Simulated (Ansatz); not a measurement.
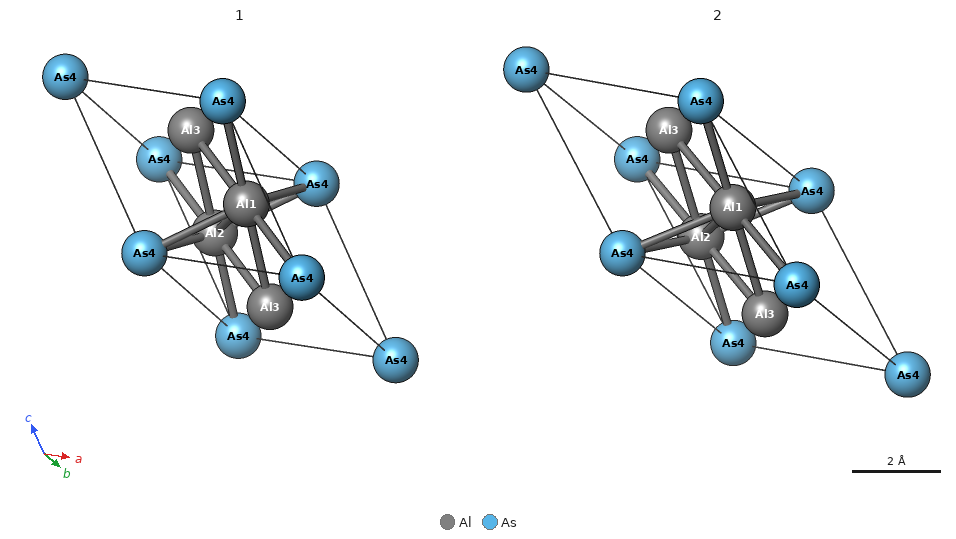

Two geometries of solid Al$_{3}$As (a generated structure, set up in I4/mmm) (coarse preliminary run), drawn at one scale. One is the start of a relaxation, the other its converged end. Style: ball-and-stick. Shown: the cell of the calculation, from a free direction.

These are results of DFT PBE, scalar-relativistic, plane waves, PAW (Ansatz 0.2.0), not measurements. Settings: plane-wave cutoff 420 eV; k-point mesh 6 × 6 × 6; occupations gaussian; smearing width 0.1 eV; no spin polarisation; cell and atoms relaxed; force threshold 0.04 eV/Å; at most 70 steps.

Question: Which one is relaxed?

Answer: Structure 2 is the relaxed one. The energy falls by 0.345 eV per cell of the calculation in 4 accepted moves (5 points after the start). All forces vanish by symmetry, so only the cell relaxes. Pressure: 12.50 GPa at the start and 0.32 GPa at the end. At 1 point the geometry stayed and the basis and grid were re-selected for the new cell (energy shift of 10.0 meV per cell of the calculation at most each time). The atoms keep their places relative to the cell (all moves are under 0.005 Å). The volume changes by +13.6 %, with a = b = c 4.441 → 4.753 Å (+7.0 %), α 120.2° → 124.4°, β 120.2° → 124.4°, γ 89.7° → 82.5°. Among the contacts that change: Al1–As4 2.717 → 2.846 Å, Al1–Al3 2.717 → 2.846 Å. The space group stays I4/mmm (No. 139).
